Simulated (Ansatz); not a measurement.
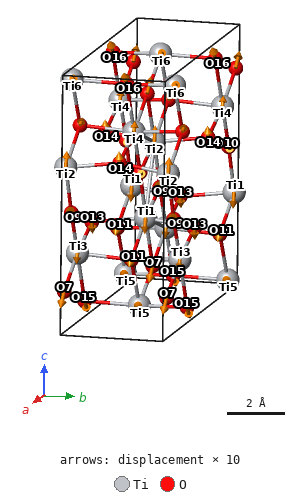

A relaxation of a crystal of Ti3O5 (set up in C2/m) (coarse preliminary run). The starting structure is drawn; orange arrows show the displacements (the part carried along by the change of the cell is left out), magnified 10 times.

The picture is a ball-and-stick view of the conventional cell (2 times the calculation's cell), seen slightly off an axis. Lengths and directions refer to the drawn axes.

These are results of DFT PBEsol, scalar-relativistic, plane waves, PAW (Ansatz), not measurements. Settings: plane-wave cutoff 420 eV; k-point mesh 6 × 6 × 2; occupations gaussian; smearing width 0.1 eV; no spin polarisation; cell and atoms relaxed; force threshold 0.05 eV/Å; at most 80 steps.

> What did the optimiser do to the structure, and how much energy did it gain?

The largest moves relative to the cell, 0.072 Å, are those of O atoms. Largest moves by element: O 0.072 Å, Ti 0.060 Å. Cell: a 9.752 → 9.674 Å (−0.8 %), b 3.802 → 3.824 Å (+0.6 %), c 9.442 → 9.208 Å (−2.5 %), β 91.9° → 91.0°. Volume −2.7 %. Near-neighbour distances that change, for instance: Ti–Ti 3.148 → 3.008 Å, Ti–Ti 3.103 → 2.967 Å, Ti–Ti 3.178 → 3.091 Å, O–Ti 2.048 → 1.973 Å. Bond angles that change, for instance: Ti–O–Ti 151.3° → 157.0°, Ti–O–Ti 79.2° → 84.8°, Ti–O–Ti 99.8° → 95.3°. The space group stays C2/m (No. 12). The energy falls by 0.324 eV per cell of the calculation in 4 accepted moves (5 points after the start). Largest force component: 0.71 eV/Å at the start, 0.021 eV/Å at the end. The pressure goes from −4.54 to −0.18 GPa. At 1 point the geometry stayed and the basis and grid were re-selected for the new cell (energy shift of 15.8 meV per cell of the calculation at most each time). The run took 22 s on 4 threads of Intel(R) Xeon(R) 6975P-C (Granite Rapids), on a shared host, peak memory 0.89 GiB.
